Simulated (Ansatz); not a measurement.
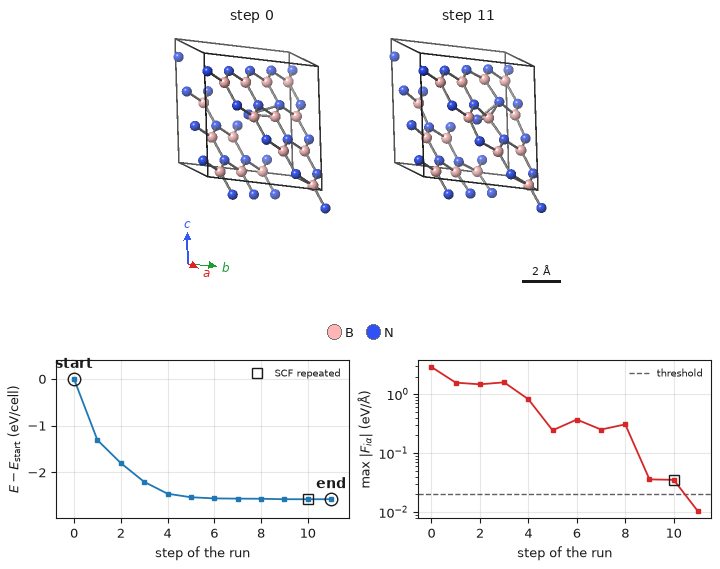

First and last geometry of a relaxation of a defect cell of composition B$_{16}$N$_{17}$, with the history of the run. The picture is a ball-and-stick view of the cell of the calculation (origin shifted), seen slightly off an axis.

Case: N interstitial, charge +0, atoms relaxed.

Computed with DFT PBE+D3(BJ), scalar-relativistic, plane waves, PAW (Ansatz). Set-up: plane-wave cutoff 420 eV; k-point mesh 2 × 2 × 2; occupations gaussian; smearing width 0.02 eV; mesh shifted by (0.5, 0.5, 0.5); collinear spin; atoms relaxed in a fixed cell; force threshold 0.02 eV/Å; at most 60 steps.

**Read the history and describe the run.**

It converged. Over 10 accepted moves (11 points after the start) the energy falls by 2.572 eV per cell of the calculation. The largest force component goes from 2.9 to 0.01 eV/Å. 1 step only repeated the SCF at the same geometry. The largest move is that of an N atom, 0.84 Å roughly along [−1 3 −1]. By element the largest moves are N 0.84 Å, B 0.18 Å. The cell doesn't change. Among the contacts that change: N–N 1.944 → 2.631 Å, B–N 1.754 → 1.513 Å, N–N 1.769 → 1.544 Å, B–N 1.447 → 1.566 Å. Bond angles that change, for instance: N–B–N 80.0° → 115.9°, B–N–N 125.6° → 93.4°, B–N–N 80.9° → 93.3°. The run took 3.6 min on 4 threads of Arm Neoverse N1 (shared host), peak memory 0.93 GiB.

Limits of the set-up: the periodic images lie only 6.7 Å apart, so the values are limited by the cell's size.
